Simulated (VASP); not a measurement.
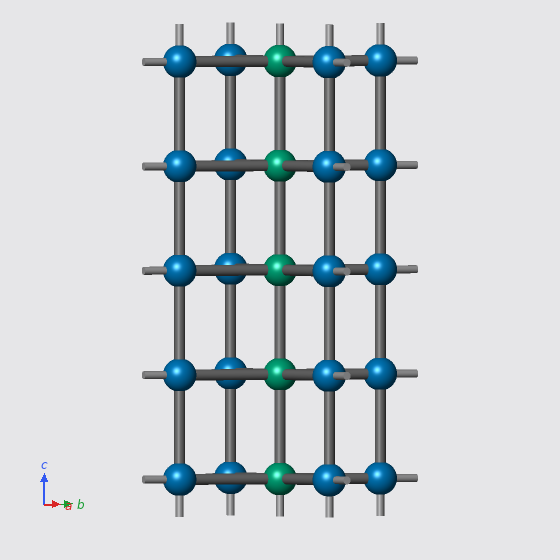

The picture shows a finite piece of the underlying net of a crystal structure, nodes on the atoms' positions. Nodes are coloured by topological kind. Edges to nodes outside the piece are drawn as stubs.

> What net is this?

A binodal (4,6)-connected, three-periodic net.

> Give point symbol and coordination sequence of each kind of node.

4-connected node: 4^4.6^2, sequence 4, 12, 24, 46, 72, 106; 6-connected node: 4^8.6^7, sequence 6, 14, 30, 50, 78, 110.

Where the net comes from. CuO (space group P4/mmm, No. 123): a cell listed in the Materials Project, as set up for an electronic-structure calculation. Bonds are taken as Cu–O below 2.3 Å. Simplification: prune 0- and 1-connected atoms, fold 2-connected ones into links. Cu(2e) and O(2f) are 4-connected nodes; Cu(1a) and O(1b) are 6-connected nodes, in the ratio 2:1.
